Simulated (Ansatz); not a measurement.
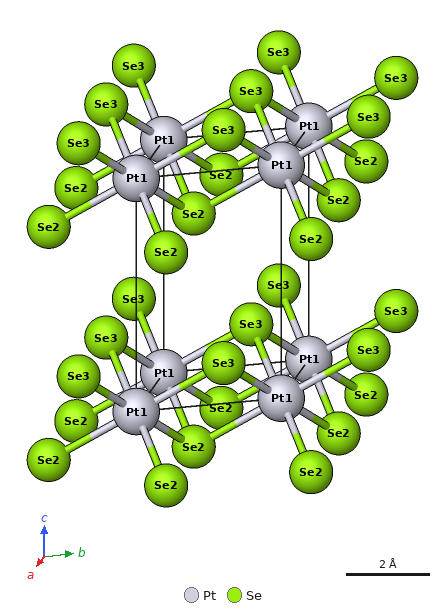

This is crystalline PtSe$_{2}$ (set up in P-3m1). A ball-and-stick model of the cell of the calculation, seen slightly off an axis.

These are results of DFT r2SCAN, scalar-relativistic, plane waves, PAW in Ansatz, not measurements. Settings: plane-wave cutoff 500 eV; k-point mesh 12 × 12 × 6; occupations gaussian; smearing width 0.02 eV; no spin polarisation.

Now this is done to it. Equal strain along all axes, −3.0 %, is applied. The cell is then held and the atoms relaxed.

What does the calculation give for the changed structure?

It costs 32.3 meV per atom. The pressure goes from 0.0 to 5.6 GPa. The principal stresses (compression positive) are 1.9 GPa along c and 7.4 GPa across it. The drawn cell changes as follows: a = b 3.717 → 3.606 Å (−3.0 %), c 5.822 → 5.647 Å (−3.0 %); the volume changes by −8.7 %. The largest moves relative to the cell, 0.092 Å, are those of Se2 and Se3. Se2 goes along −c. Pt stays in place. Some distances before and after: Pt–Se 2.515 → 2.489 Å. The space group stays P-3m1 (No. 164).

Drawn alike, the variant:

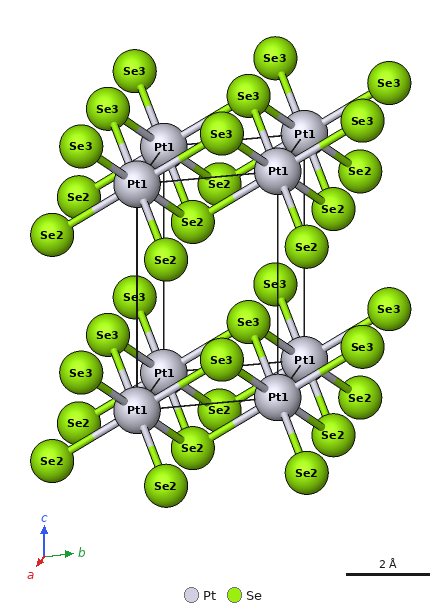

Limits of the set-up: layers or molecules are held without a dispersion correction, so their spacing is unreliable.
